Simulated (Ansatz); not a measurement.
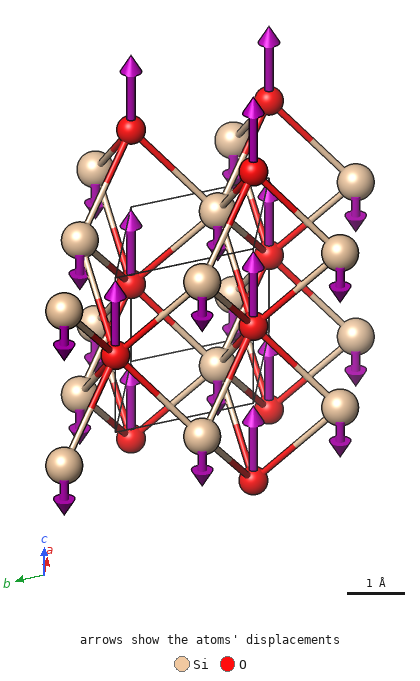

The lowest optical mode of crystalline SiO (a generated structure), space group P-6m2 (No. 187), at the zone centre. The purple arrows are the displacements of the atoms (eigenvector over the root of the mass), of arbitrary overall length and sign. Style: ball-and-stick. Shown: the cell of the calculation, from a free direction.

Theory: DFT PBEsol, scalar-relativistic, plane waves, PAW (Ansatz). Set-up: plane-wave cutoff 420 eV; k-point mesh 18 × 18 × 16; occupations fermi dirac; smearing width 0.15 eV; no spin polarisation.

The frequencies depend somewhat on the k-mesh and the smearing.

Is this crystal at a minimum with respect to the drawn distortion?

Answer. No. This is the A₂″ mode at 62.1i meV, the lowest optical level, infrared-active by symmetry. The O sublattice moves against the Si sublattice, along c; the kinetic energy is shared as O 64 %, Si 36 %. The crystal is a metal, so free carriers screen the infrared response. The frequency is imaginary, so the structure is unstable against this distortion. Freezing in the drawn pattern lowers the space group from P-6m2 to P3m1 (No. 156). In all, 2 levels are unstable: A₂″ 501i cm⁻¹, E′ 293i cm⁻¹.
